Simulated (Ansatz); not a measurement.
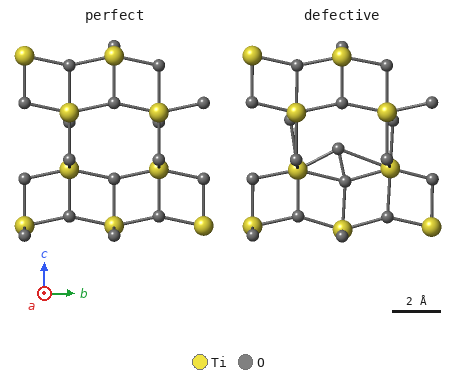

Left: perfect TiO₂. Right: the same region with one point defect, after relaxing the atoms in a supercell of 108 sites. The picture is a ball-and-stick view of the atoms within 5.4 Å of one point, in a slice 5.0 Å thick across the line of sight, seen along the a axis.

These are results of Ansatz 0.2.0, DFT, PBEsol, PAW, plane waves, not measurements. (plane-wave cutoff 420 eV; k-point mesh 1 × 1 × 1; mesh shifted by (0.25, 0.25, 0.25); no spin polarisation) Fermi-Dirac smearing of 0.01 eV. The axes drawn are those of the host's conventional cell.

Question: Which defect is it?

Answer: An extra oxygen atom is put between the host's atoms (an interstitial).

The charge state of the cell is 0.

Question: What does the relaxation do around it?

Answer: The O atom starts with 4 O at 1.90 to 1.91 Å, 2 Ti at 2.11 Å around its place and ends with 1 O at 1.41 Å. Of the host's atoms, an oxygen atom moves furthest from its site, by 0.31 Å. The O atom itself moves 1.00 Å from where it was put.
